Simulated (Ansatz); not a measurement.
## Electronic structure of InSb (slab) in real space

```xyz
6
Lattice="4.6915 0.0000 0.0000 0.0000 6.6348 0.0000 0.0000 0.0000 19.6915" Properties=species:S:1:pos:R:3 pbc="T T T"
In    2.3458    3.3174    7.4999
Sb    0.0000    4.9761    7.4999
In    0.0000    0.0000    9.8458
Sb    2.3458    1.6587    9.8458
In    2.3458    3.3174   12.1916
Sb    0.0000    4.9761   12.1916
```

Not relaxed (largest force 0.8 eV/Å).

All numbers below come from Ansatz 0.2.0, DFT PBE, scalar-relativistic, plane waves, PAW.

Core electrons are frozen (PAW), and the valence fields are smoothed inside the atomic spheres.

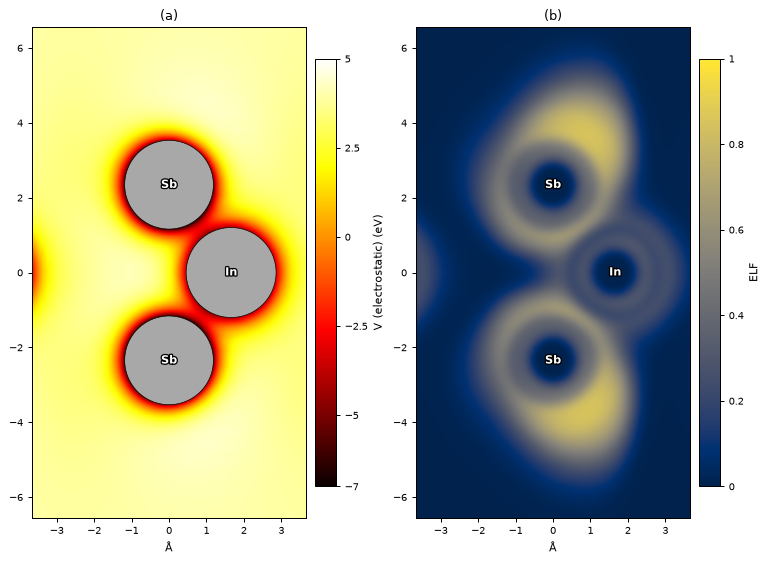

Figure 1. (a) electrostatic potential energy of an electron; (b) electron localisation function on the (100) plane of the calculation cell, a cut from vacuum to vacuum. Grey discs cover the atomic cores in the potential map.

### Read the bonding off the picture.

The plane passes through Sb and In nuclei.
In–Sb (2.87 Å): the ELF reaches about 0.60 near the midpoint.

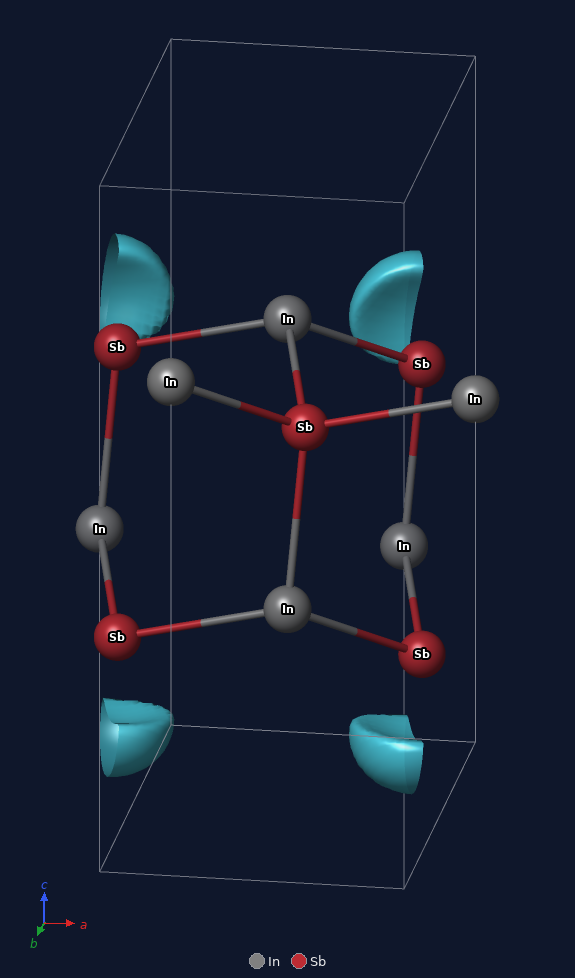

Figure 2. Isosurface of the electron localisation function at 0.75 (cyan), seen at an oblique angle. Core shells and regions of very low density are left out. Sticks mark near contacts.

### Describe the localisation domains.

The surface consists of two lobes on Sb, pointing away from the bonds (lone pairs), counted in one cell of 6 atoms. Counts are for one cell; the picture repeats the cell along the surface.
